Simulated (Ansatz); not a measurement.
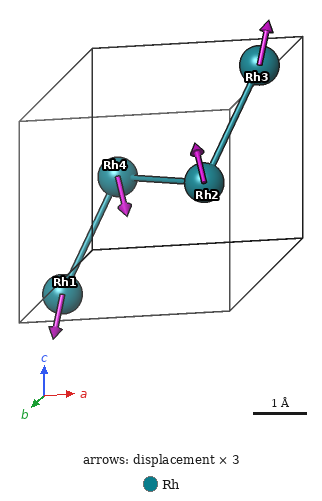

A relaxation of solid Rh (built on the alpha-gallium_64 type) (coarse preliminary run). The starting structure is drawn; purple arrows show the displacements (the part carried along by the change of the cell is left out), 3 times their true length.

A ball-and-stick model of the cell of the calculation, seen from a free direction.

Case: alpha-gallium type (Cmce, No. 64).

All numbers below come from Ansatz 0.2.0, DFT PBEsol, scalar-relativistic, plane waves, PAW. (plane-wave cutoff 420 eV; k-point mesh 6 × 6 × 4; occupations gaussian; smearing width 0.1 eV; no spin polarisation; cell and atoms relaxed; force threshold 0.04 eV/Å; at most 70 steps)

> Describe the change and its energy.

The largest moves relative to the cell, 0.30 Å, are those of Rh1, Rh2, Rh3 and Rh4. Rh4 goes roughly along [0 −1 −3]. Cell: a = b 4.025 → 4.603 Å (+14.4 %), c 4.096 → 3.748 Å (−8.5 %), γ 118.9° → 131.5°. Volume +2.4 %. Near-neighbour distances that change, for instance: Rh1–Rh2 3.380 → 2.662 Å, Rh1–Rh3 2.210 → 2.404 Å, Rh1–Rh2 (another image) 2.481 → 2.662 Å, Rh1–Rh4 2.454 → 2.593 Å. New bonds form: Rh1–Rh2 (3.38 → 2.66 Å), Rh3–Rh4 (3.38 → 2.66 Å). The space group (tolerance 0.01 Å) goes from Cmce (No. 64) to Fmmm (No. 69). After 9 accepted moves (11 points after the start) the energy has fallen by 1.913 eV per cell of the calculation. The largest force component goes from 0.64 to 0.0012 eV/Å. Pressure: 32.28 GPa at the start and −0.03 GPa at the end. The SCF was repeated twice at an unchanged geometry on a basis and grid sized afresh for the cell, which shifted the energy by 73.8 meV per cell of the calculation at most. The run took about 70 core-seconds on a shared host.

Limits of the set-up: the k-point mesh is coarse for a cell with partly filled bands.
